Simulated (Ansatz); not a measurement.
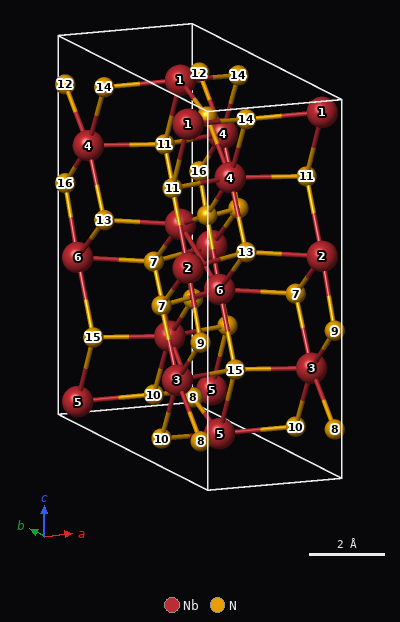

*The input geometry (ball-and-stick view of the cell 2 times as large as that of the calculation, set on its symmetry axes, seen slightly off an axis; atoms are numbered from 1 in the order of the input).*

Near neighbours in the crystal (not all of them lie inside the picture): Nb has 6 N at 1.96 to 2.32 Å and 1 Nb at 2.99 Å; Nb has 6 N at 2.05 to 2.13 Å; N has 4 Nb at 2.05 to 2.32 Å; N has 3 Nb at 1.96 to 2.10 Å.

Run report: Nb₃N₅, field-gradient calculation (part 1 of 2)

System: Nb₃N₅ (Cmcm, 16 atoms in the cell).
Method: DFT, r2SCAN, plane-wave PAW, default files, scalar-relativistic, no spin polarisation (Ansatz 0.2.0).

The structure derives from a Materials Project entry. It belongs to a series of runs on one base structure; here: functional r2SCAN. Figures and captions count atoms from 1; the log counts them from 0 in places.

**The input**
```yaml
crystal:
  lattice:
    - [1.9496357324, -5.1993838396, 0.0]
    - [1.9496357324, 5.1993838396, 0.0]
    - [0.0, 0.0, 10.39362921]
  atoms:
    - { symbol: Nb, position: [0.86917183, 0.13082817, 0.94025594] }
    - { symbol: Nb, position: [0.86917183, 0.13082817, 0.55974406] }
    - { symbol: Nb, position: [0.79771981, 0.20228019, 0.25] }
    - { symbol: Nb, position: [0.20228019, 0.79771981, 0.75] }
    - { symbol: Nb, position: [0.13082817, 0.86917183, 0.05974406] }
    - { symbol: Nb, position: [0.13082817, 0.86917183, 0.44025594] }
    - { symbol: "N", position: [0.69121402, 0.30878598, 0.42544992] }
    - { symbol: "N", position: [0.95260278, 0.04739722, 0.11962194] }
    - { symbol: "N", position: [0.95260278, 0.04739722, 0.38037806] }
    - { symbol: "N", position: [0.69121402, 0.30878598, 0.07455008] }
    - { symbol: "N", position: [0.76452702, 0.23547298, 0.75] }
    - { symbol: "N", position: [0.04739722, 0.95260278, 0.88037806] }
    - { symbol: "N", position: [0.30878598, 0.69121402, 0.57455008] }
    - { symbol: "N", position: [0.30878598, 0.69121402, 0.92544992] }
    - { symbol: "N", position: [0.23547298, 0.76452702, 0.25] }
    - { symbol: "N", position: [0.04739722, 0.95260278, 0.61962194] }
kpoints:
  mp_grid: { grid: [8, 8, 3] }
scf:
  occupations: { method: fermi_dirac, width: 0.02 }
hamiltonian:
  xc: r2scan
  pseudopotentials: { kind: paw }
output:
  forces: true
  stress: true
  populations: true
  efg:
    quadrupole_moments_barn: { Nb: -0.32, "N": 0.02044 }
    contact_densities: true
  write_density: true
  write_potential: true
  elf: true
  volumetric_format: npy
```

Machine: 1 thread of Arm Neoverse V2, 24 GiB of memory available, shared host.

Run as:
```bash
ansatz run input.yaml --threads 1 --pin off --max-ram 2560MiB --backend cpu --events-out ev --progress --plain --runs-dir out
```

**Log**
```
Nb: output.efg is read without spin–orbit coupling, which moves field gradients at and beside such atoms by some per cent and up to a factor of two; PAW files take it under magnetization.noncollinear and magnetization.spin_orbit
Engine: ansatz 0.2.0, aarch64-unknown-linux-gnu
Pseudopotentials: kind: paw
Pseudopotential: Nb, paw, valence charge 13, recommended cutoff 500 eV (meta_gga), Nb.paw.azcp
Pseudopotential: N, paw, valence charge 5, recommended cutoff 500 eV (meta_gga), N.paw.azcp
Functional definition: r2SCAN
  parameter k0 = 0.174
  parameter k1 = 0.065
  parameter a1 = 4.9479
  exchange = r2scan_x(k0 = k0, k1 = k1, a1 = a1)
  correlation = r2scan_c
Crystal: 16 atoms, lattice volume = 210.718 Å³
Basis set: ecut = 500 eV, 5365 PW (Γ), exchange–correlation on 180×180×320 points (64 copies of the dense FFT grid, shifted against one another)
Bands: 80, of which v1, the nominal top of the filled ones, is band 64 counted from 1 (63 counted from 0)
Symmetry: 8 space group operations
Space group: Cmcm (ITA 63), of the structure as read, at distance tolerance 6.0e-5 Å
k-points: 42 of 192
Non-local potential: Nb, projectors of the file, l = 0: 3, l = 1: 2, l = 2: 2, l = 3: 1
Non-local potential: N, projectors of the file, l = 0: 2, l = 1: 2, l = 2: 1
PAW form: soft (Blöchl's): semilocal exchange-correlation on the pseudo side does not see the compensation charge
PAW frozen core: Nb, regenerated for the run's functional (the file was generated under x = pbe(κ = 0.804, μ = 0.2195149727645171), c = pbe(β = 0.06672455060314922))
PAW frozen core: N, regenerated for the run's functional (the file was generated under x = pbe(κ = 0.804, μ = 0.2195149727645171), c = pbe(β = 0.06672455060314922))
PAW one-centre angular grid: Nb, 590 points (default); XC on 160 Gauss nodes
PAW one-centre angular grid: N, 302 points (default); XC on 160 Gauss nodes
Initial density: superposition of atomic densities (neutral atoms: chi_scale 0, normalization atom), corrected by the library's trained network
Initial wavefunctions: pseudopotential atomic-orbital guess
Functional: x = r2scan, c = r2scan; τ floored in thin density (d = 2e-4 eV/Å³)
SCF iter   1: F=—  HF=-31247.106112 eV  |F-HF|=—  |Δ(HF+E_count)|=         —  Δρ=2.21e-2  dr2=1.36e0  dr2_τ=1.50e0  ethr=1.77e-3  ⟨swp⟩=7.0  Hψ=12033  notcnv=0  defer=92
preconditioner: auto → Resta (q_TF=auto, 2.511 Å⁻¹)  ε∞=7.2  [insulator: Δε(μ)=1.422 eV  Ē_g=9.214 eV  σ=0.020 eV  W_gap=1.00  n_scr=68 (ndim 8)  ℏωp=22.9 eV  f_vac=0.065  D(μ)=0.00/eV (n_scr^D=0)  ε∞_Penn≈7.2]
SCF iter   2: F=—  HF=-31246.980479 eV  |F-HF|=—  |Δ(HF+E_count)|=   1.26e-1  Δρ=9.00e-3  dr2=6.93e-2  dr2_τ=7.82e-2  ethr=1.06e-3  ⟨swp⟩=2.0  Hψ=5650  notcnv=0  defer=400
SCF iter   3: F=—  HF=-31246.979806 eV  |F-HF|=—  |Δ(HF+E_count)|=   6.73e-4  Δρ=4.36e-3  dr2=2.00e-2  dr2_τ=1.65e-3  ethr=5.42e-5  ⟨swp⟩=2.0  Hψ=4912  notcnv=0  defer=400
SCF iter   4: F=—  HF=-31246.980829 eV  |F-HF|=—  |Δ(HF+E_count)|=   1.02e-3  Δρ=1.88e-3  dr2=4.83e-3  dr2_τ=4.69e-4  ethr=1.56e-5  ⟨swp⟩=2.0  Hψ=4110  notcnv=0  defer=400
SCF iter   5: F=—  HF=-31246.980610 eV  |F-HF|=—  |Δ(HF+E_count)|=   2.18e-4  Δρ=3.97e-4  dr2=2.46e-4  dr2_τ=3.88e-5  ethr=3.77e-6  ⟨swp⟩=2.0  Hψ=4394  notcnv=0  defer=400
SCF iter   6: F=—  HF=-31246.980681 eV  |F-HF|=—  |Δ(HF+E_count)|=   7.04e-5  Δρ=9.51e-5  dr2=3.03e-5  dr2_τ=1.62e-6  ethr=1.92e-7  ⟨swp⟩=2.0  Hψ=4816  notcnv=0  defer=400
SCF iter   7: F=—  HF=-31246.980744 eV  |F-HF|=—  |Δ(HF+E_count)|=   6.29e-5  Δρ=3.70e-5  dr2=4.54e-6  dr2_τ=5.36e-7  ethr=2.36e-8  ⟨swp⟩=2.1  Hψ=4956  notcnv=0  defer=400
SCF iter   8: F=—  HF=-31246.980744 eV  |F-HF|=—  |Δ(HF+E_count)|=   1.47e-7  Δρ=1.65e-5  dr2=7.84e-7  dr2_τ=7.20e-8  ethr=3.55e-9  ⟨swp⟩=2.0  Hψ=4622  notcnv=0  defer=400
SCF iter   9: F=—  HF=-31246.980744 eV  |F-HF|=—  |Δ(HF+E_count)|=   1.01e-7  Δρ=8.49e-6  dr2=2.05e-7  dr2_τ=3.28e-8  ethr=6.12e-10  ⟨swp⟩=2.0  Hψ=4652  notcnv=0  defer=400
SCF iter  10: F=-31246.980744 eV  HF=-31246.980744 eV  |F-HF|=4.45e-9  |Δ(HF+E_count)|=   1.24e-8  Δρ=2.34e-6  dr2=1.42e-8  dr2_τ=1.64e-9  ethr=7.81e-11  ⟨swp⟩=16.0  Hψ=23467  notcnv=0
SCF 1 converged in 10 iterations: F = -31246.980744 eV  dr2 = 1.42e-8
  greatest PAW one-centre occupation: 1.001 electrons in one spin orbital (limit 2), on the Nb atom at site 3 (counted from 0), in its partial waves of l = 0
```

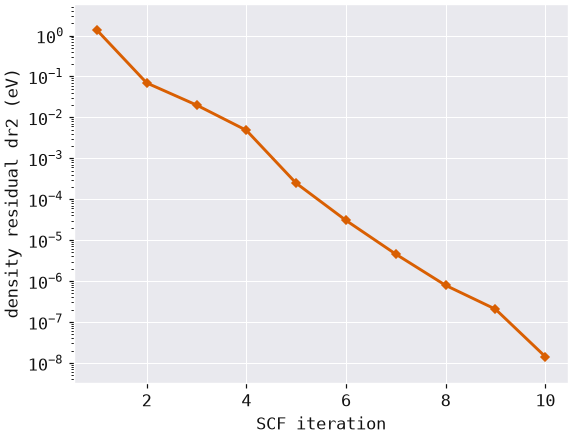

*Convergence of the self-consistent field: density residual dr2 against the SCF iteration.*

The residual falls at every step.

```
SCF converged after 10 iterations
Free energy (F): -31246.980744 eV
Harris-Foulkes:  -31246.980744 eV  (|F-HF|=4.45e-9)
Internal energy: -31246.980744 eV  (E = F + TS)
E sigma→0 (E₀):  -31246.980744 eV
Fermi energy:    11.268324 eV
--- Per-component energies (eV) ---
  E_band       = -945.218731
  E_kinetic    = 3655.073442
  E_local      = -8413.645262  (includes V_loc(G=0)·N_el)
  E_nonlocal   = 1139.836689
  E_hartree    = 2813.994261
  E_xc         = -1614.772154
  E_vxc        = -2263.323570  (∫ρ·V_xc dr)
  E_paw        = -19816.981356  (= ΣΔE_a)
  E_vpaw       = -827.755461  (= ΣTr[D̂ρ^β])
  E_aug_tail   = 0.000202  (compensation charges beyond the density's cutoff)
  E_vtau       = 136.605230  (kinetic-family band-sum trace: ∫τ·v_τ [+ j·A + Jᵃ·Aᵃ] dr)
  E_ewald      = -9009.036334
  E_core_change = -1.450230  (= ΣΔE_core)
  E_smearing   = -0.000000  (= −TS)
  E_closure    = -0.000000  (closes the sum)
  Σ components = -31246.980744   (vs F -31246.980744, Δ=0.00e0)
--- Forces (eV/Å), atoms counted from 1 ---
  atom   1  Nb    -0.00000000    -0.23603978     0.08761810
  atom   2  Nb    -0.00000000    -0.23603978    -0.08761810
  atom   3  Nb     0.00000000    -0.03303242     0.00000000
  atom   4  Nb     0.00000000     0.03303242     0.00000000
  atom   5  Nb    -0.00000000     0.23603978    -0.08761810
  atom   6  Nb    -0.00000000     0.23603978     0.08761810
  atom   7  N      0.00000000    -0.10348155    -0.07190125
  atom   8  N      0.00000000    -0.14991972    -0.35699219
  atom   9  N      0.00000000    -0.14991972     0.35699219
  atom  10  N      0.00000000    -0.10348155     0.07190125
  atom  11  N      0.00000000     0.00972846     0.00000000
  atom  12  N      0.00000000     0.14991972     0.35699219
  atom  13  N      0.00000000     0.10348155     0.07190125
  atom  14  N      0.00000000     0.10348155    -0.07190125
  atom  15  N      0.00000000    -0.00972846     0.00000000
  atom  16  N      0.00000000     0.14991972    -0.35699219
  max |Σ_I F_I| component: 8.33e-17 eV/Å
--- Stress (GPa, compression-positive) ---
       -5.671661       0.000000       0.000000
        0.000000      -6.903349       0.000000
        0.000000       0.000000      -6.091619
  P = ⅓ Tr σ = -6.2222 GPa (-62.222 kbar)
--- PAW observables at the nuclei: V_zz in 10²¹ V/m², potentials from the cell's mean, atoms counted from 1 ---
  atom   1  Nb V_zz =    +3.776268   η = 0.7108   by run symmetry: allowed   C_q = -29.2191 MHz
            electrostatic potential = -6135.150532 V   contact ρ = 540537.730650 e/Å³
  atom   2  Nb V_zz =    +3.776268   η = 0.7108   by run symmetry: allowed   C_q = -29.2191 MHz
            electrostatic potential = -6135.150532 V   contact ρ = 540537.730650 e/Å³
  atom   3  Nb V_zz =    +3.634951   η = 0.9333   by run symmetry: allowed   C_q = -28.1257 MHz
            electrostatic potential = -6134.821081 V   contact ρ = 540537.305402 e/Å³
  atom   4  Nb V_zz =    +3.634951   η = 0.9333   by run symmetry: allowed   C_q = -28.1257 MHz
            electrostatic potential = -6134.821081 V   contact ρ = 540537.305402 e/Å³
  atom   5  Nb V_zz =    +3.776268   η = 0.7108   by run symmetry: allowed   C_q = -29.2191 MHz
            electrostatic potential = -6135.150532 V   contact ρ = 540537.730650 e/Å³
  atom   6  Nb V_zz =    +3.776268   η = 0.7108   by run symmetry: allowed   C_q = -29.2191 MHz
            electrostatic potential = -6135.150532 V   contact ρ = 540537.730650 e/Å³
  atom   7  N  V_zz =    +0.502034   η = 0.5020   by run symmetry: allowed   C_q = +0.2481 MHz
            electrostatic potential = -518.705242 V   contact ρ = 1411.977053 e/Å³
  atom   8  N  V_zz =    -2.524758   η = 0.5202   by run symmetry: allowed   C_q = -1.2478 MHz
            electrostatic potential = -518.818036 V   contact ρ = 1413.097600 e/Å³
  atom   9  N  V_zz =    -2.524758   η = 0.5202   by run symmetry: allowed   C_q = -1.2478 MHz
            electrostatic potential = -518.818036 V   contact ρ = 1413.097600 e/Å³
  atom  10  N  V_zz =    +0.502034   η = 0.5020   by run symmetry: allowed   C_q = +0.2481 MHz
            electrostatic potential = -518.705242 V   contact ρ = 1411.977053 e/Å³
  atom  11  N  V_zz =    +0.897554   η = 0.7258   by run symmetry: allowed   C_q = +0.4436 MHz
            electrostatic potential = -518.567326 V   contact ρ = 1412.009440 e/Å³
  atom  12  N  V_zz =    -2.524758   η = 0.5202   by run symmetry: allowed   C_q = -1.2478 MHz
            electrostatic potential = -518.818036 V   contact ρ = 1413.097600 e/Å³
  atom  13  N  V_zz =    +0.502034   η = 0.5020   by run symmetry: allowed   C_q = +0.2481 MHz
            electrostatic potential = -518.705242 V   contact ρ = 1411.977053 e/Å³
  atom  14  N  V_zz =    +0.502034   η = 0.5020   by run symmetry: allowed   C_q = +0.2481 MHz
            electrostatic potential = -518.705242 V   contact ρ = 1411.977053 e/Å³
  atom  15  N  V_zz =    +0.897554   η = 0.7258   by run symmetry: allowed   C_q = +0.4436 MHz
            electrostatic potential = -518.567326 V   contact ρ = 1412.009440 e/Å³
  atom  16  N  V_zz =    -2.524758   η = 0.5202   by run symmetry: allowed   C_q = -1.2478 MHz
            electrostatic potential = -518.818036 V   contact ρ = 1413.097600 e/Å³
--- Band table (eV; the first three rows and the last of 42) ---
  k-point 0: bands = ["-46.5175", "-46.5144", "-46.3154", "-46.3125", "-46.2596", "-46.2592", "-22.0786", "-22.0477", "-21.9883", "-21.8698", "-21.8595", "-21.8563", "-21.8501", "-21.8006", "-21.6655", "-21.6248", "-21.6027", "-21.5975", "-21.5962", "-21.5945", "-21.5848", "-21.5722", "-21.4747", "-21.4422", "-4.8158", "-4.0986", "-4.0208", "-3.5890", "-3.5528", "-3.4947", "-3.0264", "-2.8452", "-2.7266", "-2.7034", "5.5420", "5.6544", "5.7837", "6.0189", "6.0938", "6.2937", "6.3048", "6.3874", "6.3919", "6.5702", "6.6421", "6.7858", "6.9026", "7.0786", "7.4313", "7.7137", "7.8090", "8.1071", "8.2292", "8.5368", "9.1338", "9.1607", "9.3441", "9.7222", "9.7342", "9.9328", "9.9918", "10.1330", "10.5294", "10.6215", "12.0386", "12.1396", "12.5711", "12.7510", "13.2612", "13.2779", "13.3724", "13.6790", "14.1826", "14.2984", "14.3187", "14.6416", "15.0748", "15.8921", "16.0660", "16.2820"]
  k-point 1: bands = ["-46.5168", "-46.5152", "-46.3146", "-46.3132", "-46.2595", "-46.2593", "-22.0700", "-22.0548", "-21.9717", "-21.9201", "-21.8673", "-21.8622", "-21.8130", "-21.8011", "-21.6319", "-21.6206", "-21.6108", "-21.6005", "-21.5974", "-21.5907", "-21.5862", "-21.5848", "-21.4692", "-21.4534", "-4.7034", "-4.4089", "-3.8322", "-3.7028", "-3.4596", "-3.4484", "-2.9904", "-2.8569", "-2.7788", "-2.6869", "5.6109", "5.6253", "5.7809", "6.0086", "6.0617", "6.1534", "6.1745", "6.2351", "6.5412", "6.7486", "6.7621", "6.8507", "6.9021", "7.0031", "7.4101", "7.5614", "7.7375", "7.8207", "8.7347", "8.9276", "9.1556", "9.3143", "9.4580", "9.5344", "9.7083", "9.8443", "9.9734", "10.1910", "10.2046", "10.4145", "12.0725", "12.1211", "12.7820", "12.8438", "13.0445", "13.1372", "13.5742", "13.7227", "13.8750", "14.0036", "14.5475", "14.6494", "15.3710", "15.7447", "16.1048", "16.2193"]
  k-point 2: bands = ["-46.5167", "-46.5138", "-46.3139", "-46.3115", "-46.2603", "-46.2598", "-22.0778", "-22.0478", "-21.9822", "-21.8926", "-21.8732", "-21.8623", "-21.8579", "-21.8030", "-21.6724", "-21.6364", "-21.6205", "-21.6080", "-21.6021", "-21.5956", "-21.5729", "-21.5623", "-21.4731", "-21.4466", "-4.6929", "-3.9781", "-3.9010", "-3.5003", "-3.4691", "-3.4241", "-2.9934", "-2.8418", "-2.7024", "-2.6820", "5.4189", "5.6754", "5.7883", "5.9392", "6.0579", "6.0968", "6.2028", "6.3482", "6.3584", "6.4384", "6.6407", "6.7018", "6.8909", "7.1011", "7.1718", "7.4580", "8.1263", "8.2066", "8.2430", "8.7335", "9.1473", "9.1579", "9.4106", "9.5520", "9.7243", "9.9105", "9.9821", "10.1812", "10.2241", "10.4683", "12.4382", "12.4906", "12.5660", "12.9692", "13.1844", "13.4207", "13.5664", "13.6556", "14.1868", "14.2340", "14.4666", "14.5665", "14.6807", "15.2128", "15.2669", "15.5148"]
```
